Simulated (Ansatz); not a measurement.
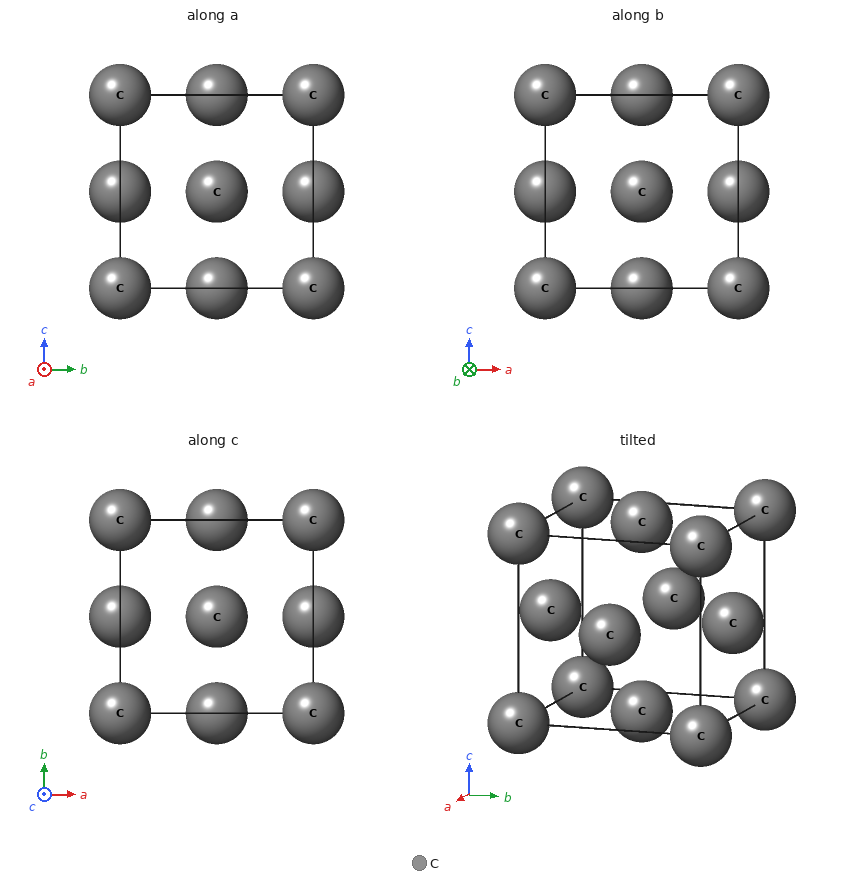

A spheres-only rendering, viewed along the a axis, along the b axis, along the c axis and slightly off an axis. One conventional unit cell is framed, with atoms on its boundary repeated.

Lattice parameters: a = 3.057 Å, b = 3.057 Å, c = 3.057 Å, α = 90.00°, β = 90.00°, γ = 90.00°.

Record the structure as a table of Wyckoff sites.

Space group Fm-3m (No. 225).
```tsv
atom	site	x	y	z
C	4a	0.0000	0.0000	0.0000
```

It derives from a structure type filled with this element by a generator (whether the element takes this form wasn't checked). Earlier steps of the study may have refined or changed the cell and positions. Ansatz was used for an electronic-structure calculation on it.

At this level of theory the cell isn't at rest (compressed, at 6 GPa), so its distances can differ from those at equilibrium, the more so the softer the solid.
